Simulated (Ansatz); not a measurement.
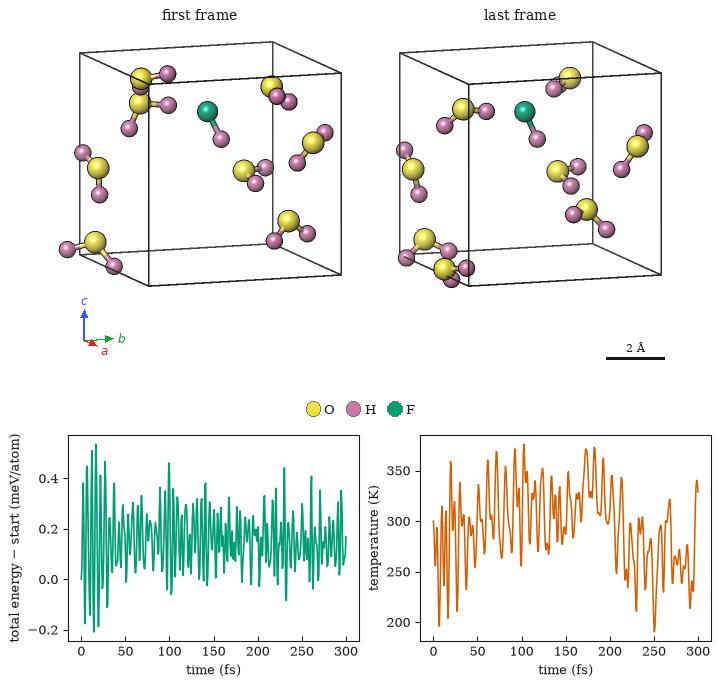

A Born-Oppenheimer molecular dynamics run of a periodic cell with 8 H2O + 1 HF at 0.765 g/cm³, 300 fs long. It starts from the last geometry of an earlier run, with fresh velocities. The picture is a ball-and-stick view of the simulation cell, seen slightly off an axis.

All numbers below come from DFT PBEsol, scalar-relativistic, plane waves, PAW (Ansatz 0.2.0). Settings: plane-wave cutoff 420 eV; k-point mesh 1 × 1 × 1; Fermi-Dirac smearing 0.05 eV; constant energy (NVE); velocities drawn for 300 K; time step 0.75 fs.

Input
```yaml
crystal:
  lattice:
    - [7.088668, 0.0, 0.0]
    - [0.0, 7.088668, 0.0]
    - [0.0, 0.0, 7.088668]
  atoms:
    - { symbol: O, position: [0.87700532, 0.67744176, 0.92761455] }
    - { symbol: H, position: [0.83656645, 0.78152679, 0.84037065] }
    - { symbol: H, position: [1.01012573, 0.6576018, 0.90211921] }
    - { symbol: O, position: [0.31008823, 0.73587948, 0.41989168] }
    - { symbol: H, position: [0.43673593, 0.75066119, 0.37588526] }
    - { symbol: H, position: [0.23961013, 0.87198556, 0.41725707] }
    - { symbol: O, position: [0.23564878, 0.22334917, 0.77185151] }
    - { symbol: H, position: [0.25858443, 0.36182942, 0.75737297] }
    - { symbol: H, position: [0.20936824, 0.17650519, 0.64457604] }
    - { symbol: O, position: [0.67277884, 0.83773618, 0.22189531] }
    - { symbol: H, position: [0.63456321, 0.94910685, 0.14686747] }
    - { symbol: H, position: [0.73252715, 0.74275093, 0.13747611] }
    - { symbol: O, position: [0.10009998, 0.05437727, 0.43873655] }
    - { symbol: H, position: [0.078182, 0.06916965, 0.30235455] }
    - { symbol: H, position: [-0.01920432, 0.01684651, 0.49761634] }
    - { symbol: O, position: [0.57221783, 0.10882255, -0.04897385] }
    - { symbol: H, position: [0.64413721, 0.22049175, -0.01960674] }
    - { symbol: H, position: [0.45335925, 0.1482493, -0.10910058] }
    - { symbol: O, position: [0.05967741, 0.05332382, 0.06540174] }
    - { symbol: H, position: [0.12188372, 0.12892477, -0.0489449] }
    - { symbol: H, position: [0.00557319, -0.07215955, 0.02740704] }
    - { symbol: O, position: [0.77130401, 0.93053983, 0.61938668] }
    - { symbol: H, position: [0.675126, 1.02594383, 0.64927454] }
    - { symbol: H, position: [0.71051467, 0.86986738, 0.51324086] }
    - { symbol: F, position: [0.24368919, 0.57057001, 0.71216382] }
    - { symbol: H, position: [0.28152984, 0.6276252, 0.57805441] }
basis:
  ecutwfc: 420.0
kpoints:
  mp_grid: { grid: [1, 1, 1] }
hamiltonian:
  xc: pbesol
scf:
  occupations: { method: fermi_dirac, width: 0.05 }
  lower_state_search: "off"
md:
  timestep: 0.75
  n_steps: 400
  ensemble: nve
  temperature: 300.0
  initial_velocities: maxwell_boltzmann
  seed: 462298
```

Launched with:
```bash
ansatz run input.yaml --threads 1 --pin off --max-ram 3072MiB --backend cpu --events-out ev --progress --plain --runs-dir out
```

Question: Is this trajectory numerically sound?

Answer: The total energy stays between −0.21 and 0.54 meV per atom of its start. A straight-line fit has a slope that amounts to −0.017 meV per atom over 300 fs (under 0.1 % of the mean kinetic energy), and the ripple about it is 2.5 % of the kinetic energy's fluctuation. With a drift under 2 % and a ripple under 7 %, the integration is accurate. Over the second half the temperature averages 290 K (spread ±40 K). The potential energy is still drifting at the end, so the run hasn't reached equilibrium. The potential energy in the second half lies on average 1.4 meV per atom above the first frame.

Limits of the set-up: the periodic images lie only 7.1 Å apart, so the values are limited by the cell's size.

The run took 7.4 min on 1 thread of Intel(R) Xeon(R) Platinum 8488C (Sapphire Rapids), on a shared host, peak memory 0.46 GiB.
